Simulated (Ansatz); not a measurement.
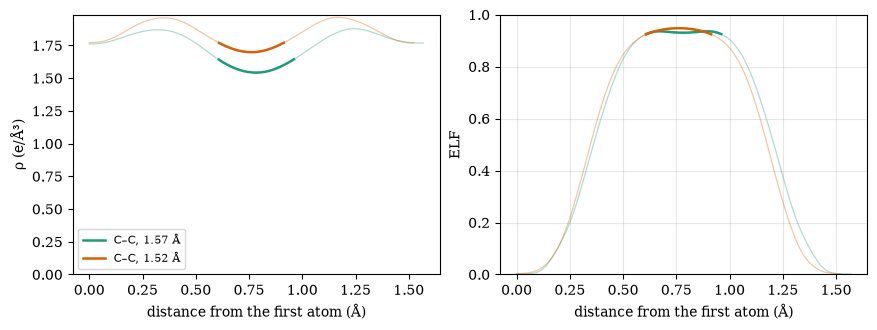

Figure. C. Valence electron density and electron localisation function along straight lines between neighbouring atoms. Thin, pale parts lie inside the atomic spheres.

Space group Cc; not relaxed (largest force 0.8 eV/Å).

Level of theory: DFT PBE, scalar-relativistic, plane waves, PAW (Ansatz).

Core electrons are frozen (PAW), and the valence fields are smoothed inside the atomic spheres.

Question: Compare the contacts.

Answer: C–C (1.57 Å): ρ at the midpoint is about 1.5 e/Å³; the ELF peaks at about 0.95 between the atoms, as expected for a covalent bond.
C–C (1.52 Å): ρ is about 1.7 e/Å³ halfway; the ELF peaks at about 0.95 between the atoms (a covalent bond).
